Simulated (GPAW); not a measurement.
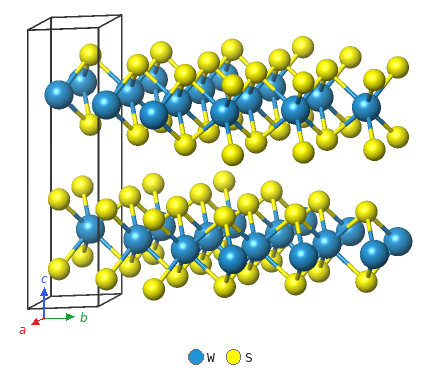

System WS₂ (space group P6_3/mmc, No. 194); source of the atomic positions: an entry of the Crystallography Open Database, as set up for an electronic-structure calculation.

Bonds are taken as S–W below 2.7 Å; no other contact counts. Simplification: prune 0- and 1-connected atoms, fold 2-connected ones into links.

Question: What kind of net remains, and which atoms are its nodes?

Answer: A binodal (3,6)-connected, two-periodic (layers) net: S is a 3-connected node; W is a 6-connected node, in the ratio 2:1.

Question: Name the underlying net.

Answer: It is the net of the trigonal-prismatic layers of 2H-MoS2.

Question: How do the layers lie?

Answer: The layers lie parallel to (001).

Question: Give the point symbol of each node (shortest cycle at each angle).

Answer: S: 4^3; W: 4^3.6^12.

The simplified net, drawn on the atoms' positions. Nodes are coloured by element. One layer is drawn. Short stubs are edges that leave the cut-out.

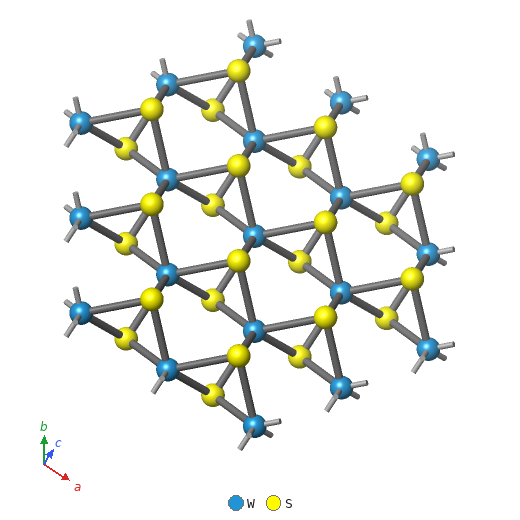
